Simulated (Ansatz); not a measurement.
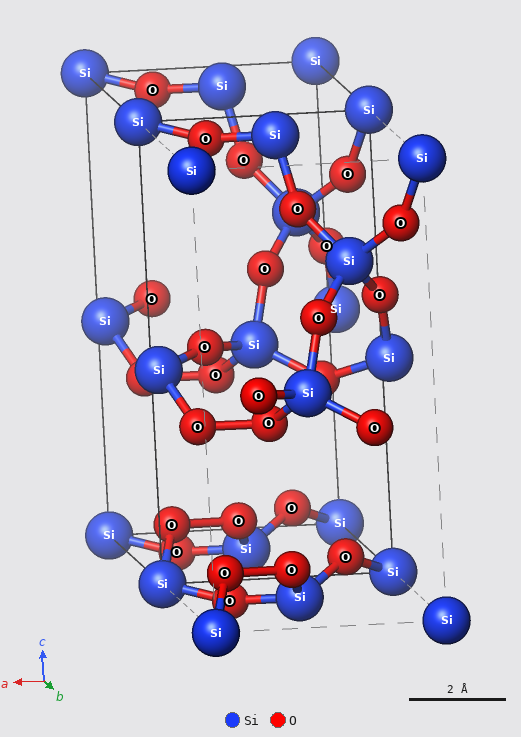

A ball-and-stick rendering, viewed from a general direction. A 1×2×1 array of cells is drawn; the unit cell has the solid edges.

Si₅O₁₂, a = 4.99 Å, b = 4.76 Å, c = 9.74 Å, α = 102.90°, β = 89.98°, γ = 90.00°.

Electronic-structure method: DFT PBE, scalar-relativistic, plane waves, PAW (Ansatz). Parameters: an energy cutoff of 420 eV, Brillouin-zone sampling on a 5×5×3 mesh, Gaussian smearing of 0.02 eV, no spin polarisation.

### Does it come out as a metal, or with a gap?

A semiconductor at this level, with a gap of 2.41 eV on the k-mesh (the true edges may lie between mesh points, so the gap can be somewhat smaller).

### State the hydrostatic pressure.

The computed pressure is 0.0 GPa, close to zero.

Its origin is a structure type filled with these elements by a generator (whether the compound takes this form wasn't checked). Earlier steps of the study, as a rule a relaxation of our own, may have changed the cell and positions, so they can lie some per cent off the listed ones. A calculation with Ansatz used it as input.
